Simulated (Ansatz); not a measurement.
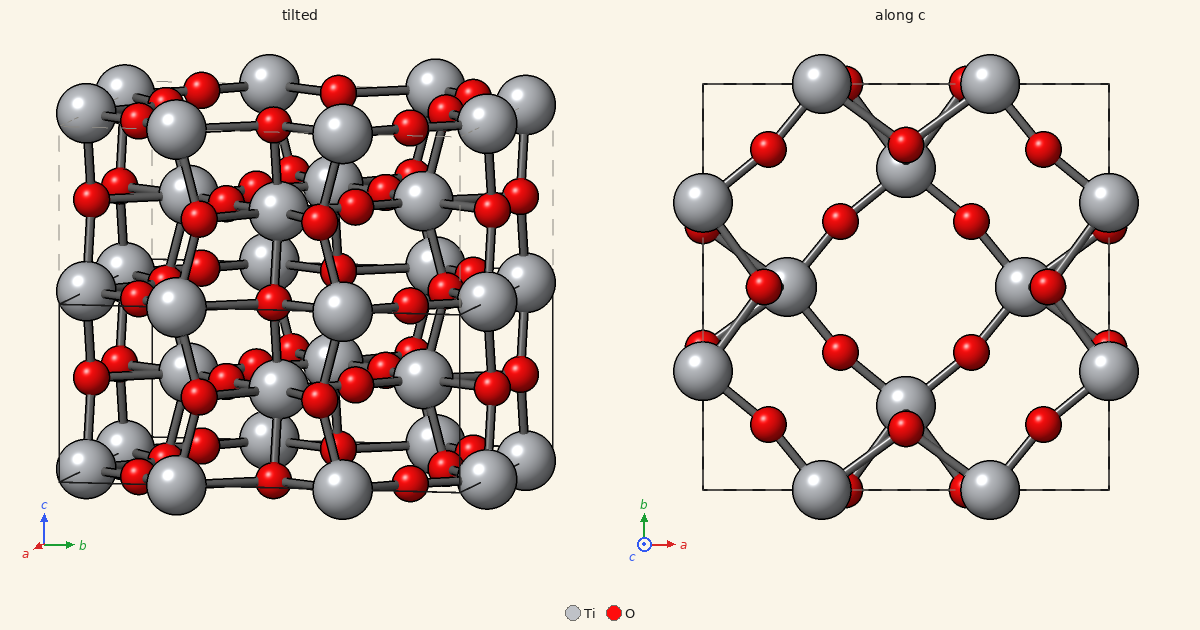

The crystal in a ball-and-stick representation, seen slightly off an axis and along the c axis. Solid lines give the conventional unit cell, repeated here 1×1×2 times.

The solid is TiO₂. It belongs to space group I4/mmm (No. 139) and has a body-centred tetragonal lattice. Cell content 8 Ti, 16 O; Z = 8. Each Ti has six O. O takes two kinds of site: 8j with four Ti; 8h with two Ti. Not all metal-metal contacts are counted. The bonds build a three-dimensional framework.

Its origin is a structure listed in the Materials Project. It was relaxed with DFT LDA, scalar-relativistic, plane waves, PAW in Ansatz 0.2.0 under a constraint or pressure on the cell, so some stress remains.
